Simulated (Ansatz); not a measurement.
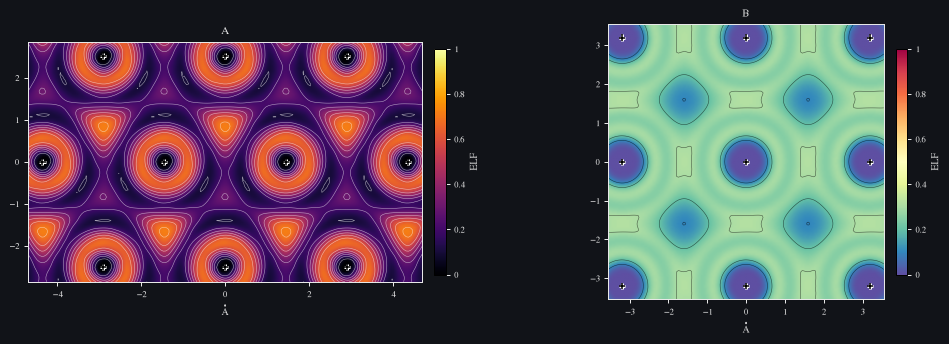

The electron localisation function of 2 systems, each on a plane through atoms (crosses mark nuclei in the plane).

Method: Ansatz, DFT PBEsol, scalar-relativistic, plane waves, PAW.

System 1: Ti, the (001) plane of the conventional cell. Space group P6₃/mmc; computed without spin polarisation.

```cif
data_structure
_symmetry_space_group_name_H-M 'P 1'
_symmetry_Int_Tables_number 1
_cell_length_a 2.9005
_cell_length_b 2.9005
_cell_length_c 4.5909
_cell_angle_alpha 90.000
_cell_angle_beta 90.000
_cell_angle_gamma 120.000
_cell_volume 33.45
loop_
_atom_site_label
_atom_site_type_symbol
_atom_site_fract_x
_atom_site_fract_y
_atom_site_fract_z
_atom_site_occupancy
Ti1 Ti 0.33333 0.66667 0.25000 1
Ti2 Ti 0.66667 0.33333 0.75000 1
```

System 2: In, the (001) plane of the conventional cell. Space group I4/mmm; computed without spin polarisation.

```
In
1.0
    -1.51509    1.67575   -2.25913
    -1.51509    1.67575    2.25913
     3.70688    3.35150    0.00000
In
2
Direct
  0.00000 0.00000 0.00000
  0.50000 0.50000 0.50000
```

Which map belongs to which system?

Panel A is system 1, Ti: the plane holds Ti. Ti–Ti (2.90 Å): the ELF is about 0.25 at the midpoint (no shared electron pair shows on this line). Panel B is system 2, In: the plane holds In. In–In (3.19 Å): the ELF is about 0.30 at the midpoint; no localised pair shows between them.
